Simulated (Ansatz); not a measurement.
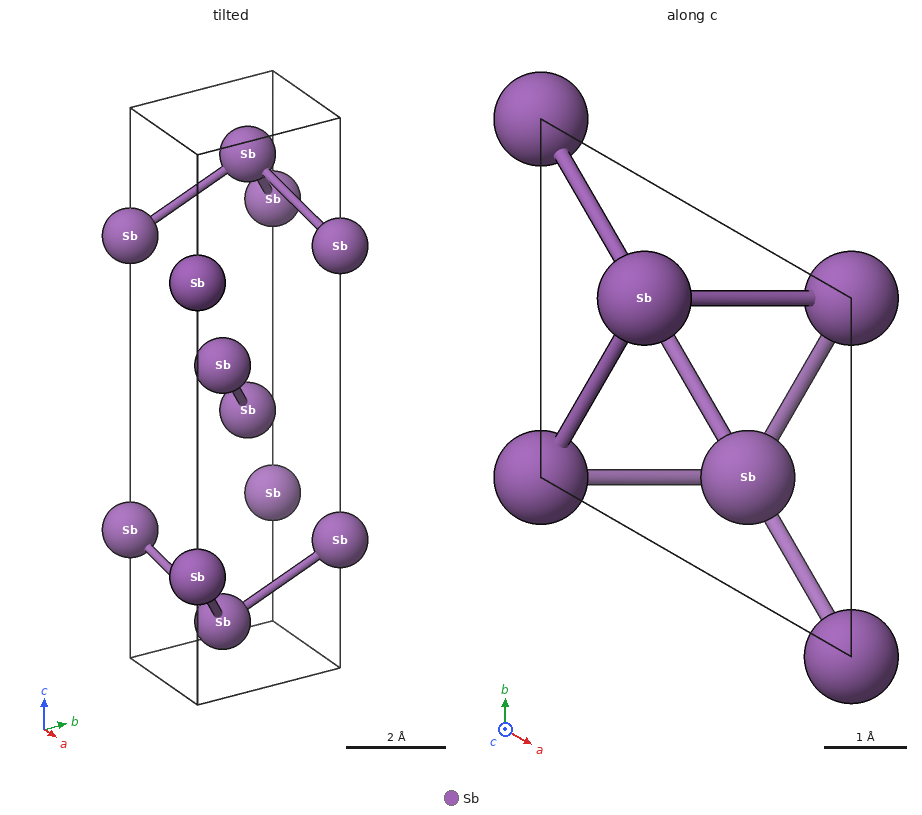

Ball-and-stick drawing of the structure, looking slightly off an axis and along the c axis. Thin lines show the conventional unit cell, with boundary atoms drawn in all their periodic places. Cell: a = 4.37 Å, b = 4.37 Å, c = 11.54 Å, α = 90.00°, β = 90.00°, γ = 120.00°.

The structure comes from a structure type filled with this element by a generator (whether the element takes this form wasn't checked). Earlier steps of the study may have refined or changed the cell and positions. It was the input of a calculation with Ansatz.

**In words:**

The element is antimony. The atoms follow space group R-3m (No. 166); the Bravais lattice is rhombohedral (trigonal R). Prototype: α-arsenic (A7) type. The cell holds six atoms. Each Sb has three Sb in a trigonal pyramidal arrangement at about 3.0 Å. The bonds build Sb layers parallel to (001).

The calculation used Ansatz 0.2.0, DFT LDA, scalar-relativistic, plane waves, PAW, with a basis cut at 420 eV, k-points about 0.10 Å⁻¹ apart, Gaussian smearing of 0.1 eV, no spin polarisation.

**Is the electronic structure metallic or gapped?**

A metal: bands cross the Fermi level.

**Is this an equilibrium geometry for the method given?**

No. The largest force is 0.14 eV/Å, on Sb. The pressure is -3.5 GPa, so the cell would contract.

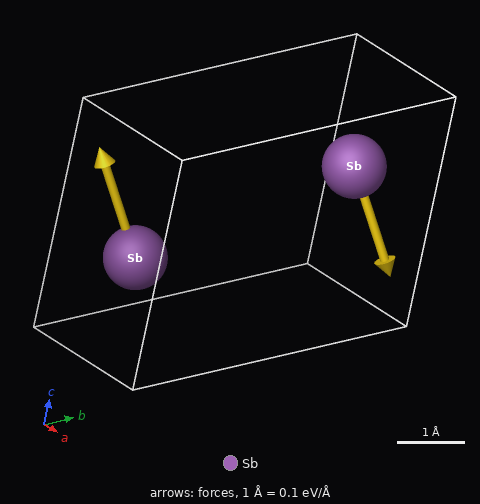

The forces as arrows. The run's cell of 2 atoms is drawn in a reduced setting, so axes and origin can differ from the first picture.
